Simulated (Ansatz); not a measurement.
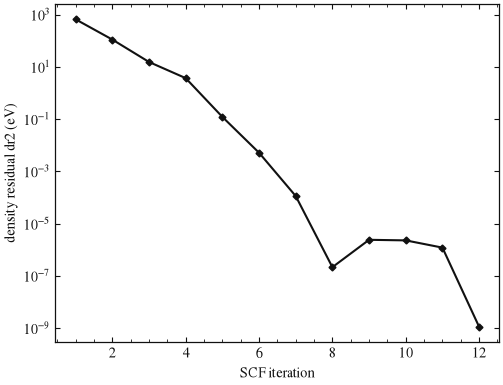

The plot shows the SCF iterations of a calculation: density residual dr2. The starting density is a sum of atomic densities corrected by a trained network.

Al$_{2}$Cu (6 atoms in the cell), run with Ansatz.

```
crystal:
  lattice:
    - [-3.0261888737, 3.0261888737, 2.4416174552]
    - [3.0261888737, -3.0261888737, 2.4416174552]
    - [3.0261888737, 3.0261888737, -2.4416174552]
  atoms:
    - { symbol: Al, position: [0.1587211841, 0.6587211841, 0.8174423681] }
    - { symbol: Al, position: [0.6587211841, 0.8412788159, 0.5] }
    - { symbol: Al, position: [0.8412788159, 0.3412788159, 0.1825576319] }
    - { symbol: Al, position: [0.3412788159, 0.1587211841, 0.5] }
    - { symbol: Cu, position: [0.75, 0.75, 0.0] }
    - { symbol: Cu, position: [0.25, 0.25, 0.0] }
basis:
  ecutwfc: "120 eV"
kpoints:
  mp_grid: { grid: [10, 10, 10] }
hamiltonian:
  xc: pbe
scf:
  occupations: { method: gaussian, width: 0.1 }
  max_iter: 60
output:
  forces: true
  eigenvalues: true
  stress: true
```

Command:
```bash
ansatz run input.yaml --threads 1 --pin off --max-ram 2560MiB --backend cpu --events-out ev --progress --plain --runs-dir out
```

### How did this run end?

It converged, after 12 iterations. The residual comes down, with one marked jump up, by a factor of about 10, at step 9. From the first spectrum the program read the system as a metal and chose the LDOS preconditioner.

### Read the residual at the first and at the last step drawn.

It starts near 700 and ends near 10⁻⁹ eV.

### Is anything amiss with this input?

The input holds a fault (a cutoff far too low). The SCF closed all the same, which doesn't make the results meaningful for the real system.
